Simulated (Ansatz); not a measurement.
**Run report: Si25O48 (charge −1), single-point calculation (part 2 of 2)**

The same run, continued: Si25O48 (defect cell, 73 atoms in the cell, total charge −1); DFT, HSE06, PAW, plane waves (Ansatz 0.2.0); cutoff 420 eV, 1×1×1 k-mesh, Fermi–Dirac smearing of 0.01 eV. 

## Output, continued
```
Per-site moments (μB) at R_I (Å): [(-2.4425424017976686e-6, 0.6670054509821151), (5.7079469012449185e-5, 0.6649091969384894), (7.652299539153392e-5, 0.6666929788709879), (-2.0662056183027516e-5, 0.6575508802378698), (-2.677011940837216e-7, 0.6663099441598818), (4.672241567652836e-6, 0.6642960965538796), (-7.737027490647642e-5, 0.6672047875774773), (0.009546884569437643, 0.6892345680353223), (-4.91
Free energy (F): -43209.828283 eV
Harris-Foulkes:  -43209.828283 eV  (|F-HF|=4.22e-10)
Internal energy: -43209.828283 eV  (E = F + TS)
E sigma→0 (E₀):  -43209.828283 eV
Fermi energy:    7.111979 eV
--- Per-component energies (eV) ---
  E_band       = -2281.943629
  E_kinetic    = 9765.338508
  E_local      = -23768.189406  (includes V_loc(G=0)·N_el)
  E_nonlocal   = 2843.860023
  E_hartree    = 8603.835566
  E_xc         = -3997.601136
  E_vxc        = -4592.271287  (∫ρ·V_xc dr)
  E_exx        = -1112.021749  (= α·E_x^exact, valence–valence)
  E_paw        = -20333.627619  (= ΣΔE_a)
  E_vpaw       = -1514.435235  (= ΣTr[D̂ρ^β])
  E_aug_tail   = 0.123331  (compensation charges beyond the density's cutoff)
  E_ewald      = -15208.788208
  E_core_change = -2.757582  (= ΣΔE_core)
  E_smearing   = -0.000000  (= −TS)
  E_closure    = -0.000012  (closes the sum)
  E_deformation_potential = -11.950218  (in the stress; not in F)
  Σ components = -43209.828283   (vs F -43209.828283, Δ=-7.28e-12)
--- Forces (eV/Å), atoms counted from 1 ---
  atom   1  Si     0.00560652    -0.00216734     0.00752400
  atom   2  Si    -0.01619805     0.00329329    -0.02447575
  atom   3  Si    -0.01178076    -0.01099722    -0.00305968
  atom   4  Si    -0.07099539    -0.03825238    -0.02446489
  atom   5  Si    -0.02551290    -0.01022338    -0.00715916
  atom   6  Si    -0.00154740     0.01935747     0.02045415
  atom   7  Si     0.00819900     0.00406038    -0.03059675
  atom   8  Si     0.06854035     0.03009850     0.10183484
  atom   9  Si    -0.00425700     0.01040429     0.03370893
  atom  10  Si    -0.03877449    -0.02795413     0.02638868
  atom  11  Si     0.02692633     0.00151872    -0.01249563
  atom  12  Si     0.04379500    -0.02430014     0.03265221
  atom  13  Si    -0.05965309    -0.05660845     0.13776762
  atom  14  Si     0.02691650     0.04622704    -0.04409873
  atom  15  Si     0.03282154     0.03339391    -0.00411911
  atom  16  Si     0.01543964     0.02225323     0.03056553
  atom  17  Si     0.02557849     0.00358402     0.00283192
  atom  18  Si    -0.31540549    -0.18392286     0.06787054
  atom  19  Si    -0.04189911     0.02257861    -0.01882492
  atom  20  Si    -0.01589155     0.04540448     0.00780016
  atom  21  Si     0.04897865    -0.00038963    -0.00583693
  atom  22  Si     0.08828489     0.05397654     0.02437956
  atom  23  Si     0.00162025     0.00468055    -0.02204628
  atom  24  Si     0.00024873     0.04975111     0.04483401
  atom  25  Si    -0.00733483    -0.37876197    -0.02698809
  atom  26  O      0.21991056    -0.00366484    -0.16532577
  atom  27  O      0.23617452     0.04209813    -0.09819994
  atom  28  O      0.12410733     0.00252502    -0.07207954
  atom  29  O      0.27961969    -0.04068142    -0.18762657
  atom  30  O      0.26230981     0.03430910    -0.12733183
  atom  31  O      0.29415967     0.04996316    -0.10794188
  atom  32  O      0.21605398     0.00258421    -0.11705973
  atom  33  O      0.04851632    -0.05446621    -0.33348798
  atom  34  O     -0.14897724     0.20975855    -0.14199761
  atom  35  O     -0.14241303     0.17362874    -0.05678371
  atom  36  O     -0.09301182     0.16400229    -0.11033885
  atom  37  O     -0.28748823     0.07997072     0.17036227
  atom  38  O     -0.15541981     0.13581112    -0.07401565
  atom  39  O     -0.11233938     0.03306171     0.07977981
  atom  40  O     -0.12952833     0.17578401    -0.13772862
  atom  41  O     -0.10506419     0.28218447     0.05065988
  atom  42  O      0.21617072     0.20872600    -0.36507285
  atom  43  O     -0.14163314    -0.13818193    -0.12302311
  atom  44  O     -0.06773620    -0.16554055    -0.10011685
  atom  45  O      0.03119251    -0.17102130     0.01272460
  atom  46  O     -0.10742254    -0.23963065    -0.16419635
  atom  47  O     -0.10993191    -0.07816902    -0.19160238
  atom  48  O     -0.02435559    -0.21928381    -0.00248861
  atom  49  O     -0.11956079    -0.16210001    -0.03877731
  atom  50  O     -0.20542163     0.23432655     0.10700566
  atom  51  O     -0.06828475     0.23877524     0.12072241
  atom  52  O     -0.09824652     0.24659343     0.07187430
  atom  53  O      0.01671899     0.25367618     0.04124875
  atom  54  O     -0.25240673     0.20444954     0.20700108
  atom  55  O     -0.10673906     0.22405500     0.18054028
  atom  56  O     -0.03471589     0.19094793     0.01019999
  atom  57  O     -0.00113342     0.28550057     0.00519414
  atom  58  O      0.23257715     0.01892107     0.12118747
  atom  59  O      0.12845273    -0.22199627    -0.22254078
  atom  60  O      0.15292153     0.02818375     0.13984044
  atom  61  O      0.14723294    -0.03925534     0.01020674
  atom  62  O      0.27638382     0.02837346     0.12514093
  atom  63  O      0.13012994    -0.16572908     0.08044468
  atom  64  O      0.19691195    -0.05568264     0.10114036
  atom  65  O      0.05134968    -0.07010533    -0.05346757
  atom  66  O     -0.19028225    -0.17779885     0.07601781
  atom  67  O      0.27545095     0.10532212     0.17694160
  atom  68  O     -0.11463987    -0.21379150     0.16303439
  atom  69  O     -0.04043622    -0.24132832     0.19746507
  atom  70  O     -0.11876388    -0.21195595     0.14828801
  atom  71  O     -0.06835278    -0.25004178     0.02902715
  atom  72  O     -0.09654658    -0.14755182     0.10248231
  atom  73  O     -0.17919396    -0.20255128     0.14833441
  max |Σ_I F_I| component: 1.07e-4 eV/Å
--- Charged-cell corrections in eV (Makov–Payne, q = -1.000 e, ε = 4.500) ---
  F (periodic)     = -43209.828283  (uncorrected; the corrections below are reported, never added to it)
  E_corr1          = +0.465349  (monopole, q²α_M/2εL)
  F Makov-Payne    = -43209.362934  (F + E_corr1; no measured alignment; for a localised charge, not one spread in a band: unchecked)
--- Band table (eV) ---
  k-point 0 ↑: bands = ["-19.5558", "-19.4341", "-19.3947", "-19.3113", "-19.2169", "-19.1285", "-19.0107", "-18.9890", "-18.8691", "-18.8000", ... 58 levels left out ..., "-5.1065", "-4.8835", "-4.7931", "-4.6395", "-4.5271", "-4.5065", "-4.4486", "-4.3648", "-4.3243", "-4.2901", "-4.2412", "-4.2017", "-4.1838", "-4.1445", "-4.1019", "-4.0512", "-3.9693", "-3.9432", "-3.8732", "-3.8483", "-3.8005", "-3.7276", "-3.6707", "-3.6275", "-3.5412", "-3.4528", "-3.3597", "-2.8985", "-2.5103",
      "-2.2515", "-2.2160", "-2.1950", "-2.1284", "-2.0877", "-2.0301", "-2.0181", "-1.9633", "-1.9255", "-1.8918", "-1.8413", "-1.7989", "-1.7539", "-1.7214", "-1.6895", "-1.6494", "-1.6113", "-1.5608", "-1.5441", "-1.4978", "-1.4386", "-1.4039", "-1.3595", "-1.3339", "-1.2493", "-1.2007", "-1.1751", "-1.1426", "-1.0908", "-1.0576", "-1.0228", "-0.9880", "-0.9415", "-0.8807", "-0.8435", "-0.8174", "-0.7957", "-0.7390", "-0.7197", "-0.6504",
      "-0.6295", "-0.5849", "-0.5383", "-0.4801", "-0.4459", "-0.4071", "-0.3933", "-0.3436", "-0.3022", "-0.2639", "-0.2297", "-0.2155", "-0.1922", "-0.1500", "-0.1348", "-0.0969", "-0.0500", "-0.0282", "0.0170", "0.0432", "0.0875", "0.1090", "0.1347", "0.1589", "0.1800", "0.2554", "0.2745", "0.2947", "0.3321", "0.3584", "0.3916", "0.4355", "0.4663", "0.5147", "0.5628", "0.5862", "0.6140", "0.6529", "0.6923", "0.7160",
      "0.7805", "0.7881", "0.8436", "0.8800", "0.9143", "0.9615", "0.9884", "1.0285", "1.0410", "1.1374", "1.1631", "1.2081", "1.2599", "1.5550", "1.7045", "1.8578", "4.3747", "5.9360", "9.6666", "9.9840", "10.4768", "10.5750", "10.6841", "10.9109", "11.3165", "11.3698", "11.6166", "11.8788", "11.9821", "12.0861", "12.1162", "12.1750", "12.2011", "12.3099", "12.3545", "12.4069", "12.4554", "12.4820", "12.5431", "12.5681",
      "12.6117", "12.6797", "12.7369", "12.7650", "12.8564", "12.8785", "12.9523", "12.9911", "13.0405", "13.0604", "13.1065", "13.1742", "13.2388", "13.2927", "13.3343", "13.3729", "13.4284", "13.4739", "13.4897", "13.5534", "13.5743", "13.6291", "13.6832", "13.7413", "13.7796", "13.8693", "13.9059", "13.9423", "13.9865", "14.0910", "14.1399", "14.1995", "14.2646", "14.3110", "14.3650", "14.4530", "14.5030", "14.5541", "14.6287", "14.6830",
      "14.7749", "14.8084", "14.8466", "14.9572", "15.0186", "15.0738", "15.1159", "15.1739", "15.2133", "15.2826", "15.3297"]
  k-point 0 ↓: bands = ["-19.5531", "-19.4318", "-19.3909", "-19.3091", "-19.2144", "-19.1248", "-19.0035", "-18.9861", "-18.8650", "-18.7971", ... 58 levels left out ..., "-5.0952", "-4.8717", "-4.7820", "-4.6334", "-4.5240", "-4.4905", "-4.4137", "-4.3397", "-4.3133", "-4.2852", "-4.2293", "-4.1973", "-4.1746", "-4.1367", "-4.0932", "-4.0431", "-3.9419", "-3.9295", "-3.8597", "-3.8313", "-3.7938", "-3.7228", "-3.6642", "-3.6174", "-3.5239", "-3.4451", "-3.3510", "-2.8655", "-2.4352",
      "-2.2412", "-2.2068", "-2.1806", "-2.1154", "-2.0728", "-2.0204", "-2.0041", "-1.9529", "-1.9210", "-1.8832", "-1.8190", "-1.7914", "-1.7459", "-1.7139", "-1.6816", "-1.6252", "-1.6036", "-1.5532", "-1.5233", "-1.4713", "-1.4295", "-1.3925", "-1.3542", "-1.3242", "-1.2417", "-1.1892", "-1.1666", "-1.1294", "-1.0690", "-1.0445", "-1.0144", "-0.9752", "-0.9269", "-0.8694", "-0.8309", "-0.8043", "-0.7815", "-0.7247", "-0.7080", "-0.6391",
      "-0.6127", "-0.5723", "-0.5311", "-0.4595", "-0.4370", "-0.3929", "-0.3836", "-0.3315", "-0.2927", "-0.2547", "-0.2228", "-0.2092", "-0.1853", "-0.1403", "-0.1252", "-0.0802", "-0.0381", "-0.0196", "0.0293", "0.0558", "0.0948", "0.1176", "0.1445", "0.1726", "0.1895", "0.2649", "0.2848", "0.3031", "0.3439", "0.3662", "0.4051", "0.4489", "0.4784", "0.5231", "0.5773", "0.6105", "0.6348", "0.6698", "0.6989", "0.7289",
      "0.7925", "0.8105", "0.8579", "0.8958", "0.9344", "0.9698", "0.9945", "1.0405", "1.0582", "1.1517", "1.1696", "1.2214", "1.2762", "1.5673", "1.7670", "2.1305", "4.6355", "8.2879", "9.7387", "10.0748", "10.5273", "10.6438", "10.8719", "11.0699", "11.3914", "11.4671", "11.7052", "11.9132", "12.0028", "12.1146", "12.1553", "12.1910", "12.2217", "12.3304", "12.3776", "12.4213", "12.4679", "12.5014", "12.5572", "12.5797",
      "12.6263", "12.7003", "12.7606", "12.7979", "12.8817", "12.8993", "12.9594", "13.0034", "13.0512", "13.0796", "13.1172", "13.1888", "13.2466", "13.3142", "13.3506", "13.3862", "13.4390", "13.4943", "13.5096", "13.5702", "13.5872", "13.6682", "13.6975", "13.7517", "13.8143", "13.9012", "13.9451", "13.9582", "14.0113", "14.1029", "14.1747", "14.2155", "14.2721", "14.3419", "14.3807", "14.4772", "14.5213", "14.5690", "14.6483", "14.7058",
      "14.8017", "14.8520", "14.8622", "14.9934", "15.0282", "15.0848", "15.1396", "15.1989", "15.2345", "15.3057", "15.3533"]
--- Löwdin populations: 73 sites ---
  site symbol       q [e]    m [muB]
     0     Si      2.1507     0.0001
     1     Si      2.1620     0.0003
     2     Si      2.1516     0.0008
     3     Si      2.1703    -0.0003
     4     Si      2.1552     0.0001
     5     Si      2.1501     0.0000
     6     Si      2.1579     0.0012
     7     Si      2.4284     0.0293
     8     Si      2.1659    -0.0003
     9     Si      2.1475    -0.0000
    10     Si      2.1491     0.0001
    11     Si      2.1754     0.0000
    12     Si      2.1869    -0.0017
    13     Si      2.1637     0.0028
    14     Si      2.1520     0.0006
    15     Si      2.1509     0.0000
    16     Si      2.1542     0.0001
    17     Si      2.5724     0.0182
    18     Si      2.1533     0.0001
    19     Si      2.1551     0.0002
    20     Si      2.1527     0.0001
    21     Si      2.1799     0.0013
    22     Si      2.1533     0.0001
    23     Si      2.1752     0.0036
    24     Si      3.7830     0.7860
    25      O      6.8184     0.0001
    26      O      6.8122     0.0139
    27      O      6.8256     0.0003
    28      O      6.8137     0.0000
    29      O      6.8217     0.0001
    30      O      6.8187    -0.0001
    31      O      6.8203     0.0003
    32      O      6.8201     0.0009
    33      O      6.8120    -0.0000
    34      O      6.8222    -0.0003
    35      O      6.8199     0.0046
    36      O      6.8174     0.0005
    37      O      6.8168    -0.0001
    38      O      6.8196     0.0000
    39      O      6.8184     0.0014
    40      O      6.8253     0.0002
    41      O      6.8031     0.0463
    42      O      6.8262     0.0009
    43      O      6.8216     0.0003
    44      O      6.8250     0.0000
    45      O      6.8163     0.0003
    46      O      6.8233     0.0000
    47      O      6.8191     0.0005
    48      O      6.8263     0.0000
    49      O      6.8097     0.0003
    50      O      6.8191     0.0000
    51      O      6.8177     0.0000
    52      O      6.8200     0.0000
    53      O      6.8203    -0.0003
    54      O      6.8162     0.0014
    55      O      6.8214     0.0183
    56      O      6.8191     0.0000
    57      O      6.8227     0.0000
    58      O      6.8149    -0.0001
    59      O      6.8232     0.0000
    60      O      6.8264     0.0003
    61      O      6.8176     0.0043
    62      O      6.8197     0.0344
    63      O      6.8221     0.0003
    64      O      6.8236     0.0000
    65      O      6.8183     0.0001
    66      O      6.8150     0.0024
    67      O      6.8230    -0.0000
    68      O      6.8155     0.0002
    69      O      6.8184     0.0000
    70      O      6.8121     0.0045
    71      O      6.8243     0.0000
    72      O      6.8144     0.0004
  spilling = 0.013843 (of n_electrons = 389.000000)
```

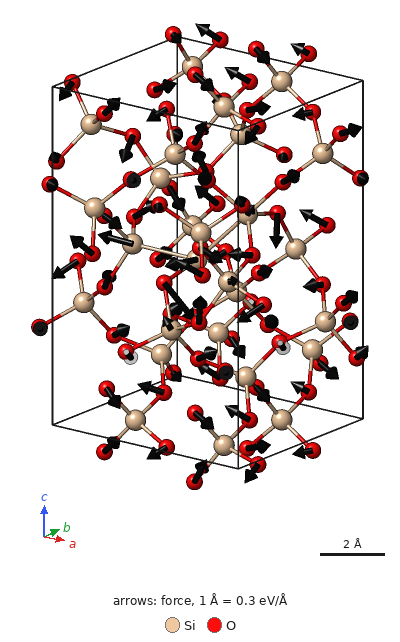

Fig. 1: Forces on the atoms as black arrows (ball-and-stick view of the cell of the calculation, seen slightly off an axis; bonded neighbours outside the cell are drawn too); the smallest are left out. The largest act on O42 (0.47 eV/Å); O54 (0.39 eV/Å); Si25 (0.38 eV/Å); Si18 (0.37 eV/Å), among others. Atoms are counted from 1 in the order of the input and aren't labelled in the picture. 

## Summary

| quantity | value |
| --- | --- |
| outcome | converged |
| electrons treated | 389 |
| free energy | −43209.8283 eV |
| Fermi energy | 7.112 eV |
| net moment of the cell | 1.00 μB |
| largest force (length of the vector) | 0.473 eV/Å |
| wall time | 9.7 min (CPU time 74 min) |
| peak memory | 4.8 GiB |

## Notes

Warnings of the run: the state was not tested for a lower one. The k-point mesh is coarse for a cell of this size, so the results may not be converged.
